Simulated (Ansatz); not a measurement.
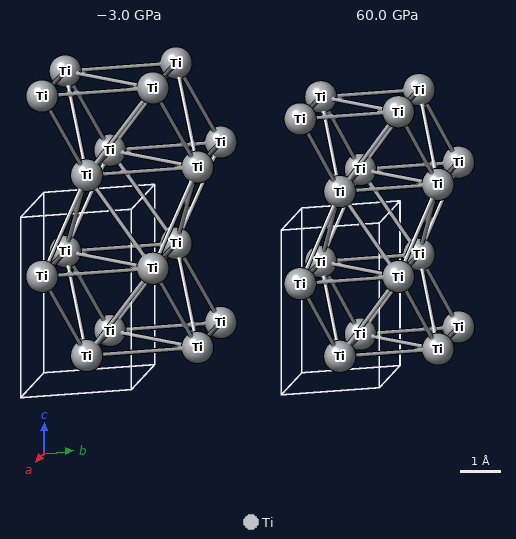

A crystal of Ti (set up in P6_3/mmc), relaxed (cell and atoms) at several target pressures. The picture shows the first and the last member. The picture is a ball-and-stick view of the cell of the calculation, repeated 2 × 2 × 2 with one cell outlined, seen slightly off an axis.

Computed with Ansatz 0.2.0: DFT PBEsol, scalar-relativistic, plane waves, PAW. Settings: plane-wave cutoff 420 eV; k-point mesh 18 × 18 × 10; occupations gaussian; smearing width 0.1 eV; no spin polarisation; cell and atoms relaxed; force threshold 0.008 eV/Å.

| pressure (GPa) | volume (Å³/atom) | a (Å) | c (Å) |
| --- | --- | --- | --- |
| −3.0 | 17.170 | 2.927 | 4.629 |
| 0.0 | 16.724 | 2.900 | 4.591 |
| 3.0 | 16.328 | 2.877 | 4.556 |
| 8.0 | ? | ? | ? |
| 15.0 | 15.065 | 2.799 | 4.442 |
| 30.0 | 13.916 | 2.721 | 4.339 |
| 60.0 | 12.306 | 2.593 | 4.228 |

> Estimate the missing row from the others, and compare with the calculation.

Murnaghan's form V = V₀(1 + B′P/B₀)^(−1/B′), with V₀ = 16.724 Å³ from the row at zero pressure, fits the other rows with B₀ = 124 GPa and B′ = 2.81 (largest miss 0.022 Å³). At 8.0 GPa it gives 16.724 × (1 + 2.81 × 8.0/124)^(−1/2.81) = 15.761 Å³ per atom. The calculation gives 15.749 Å³/atom (a = 2.841 Å, c = 4.505 Å). The estimate is 0.012 Å³/atom too high. From the first member to the last: Ti–Ti 2.927 → 2.593 Å, Ti–Ti 2.866 → 2.590 Å.

The whole series:

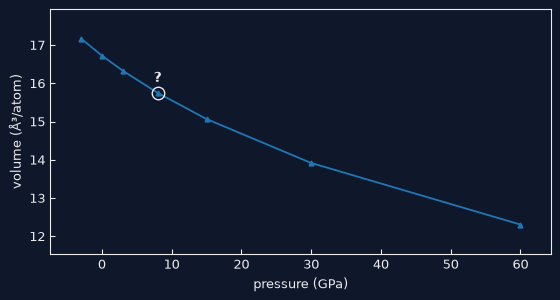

Each member starts from this one structure; whether another phase lies lower wasn't checked.
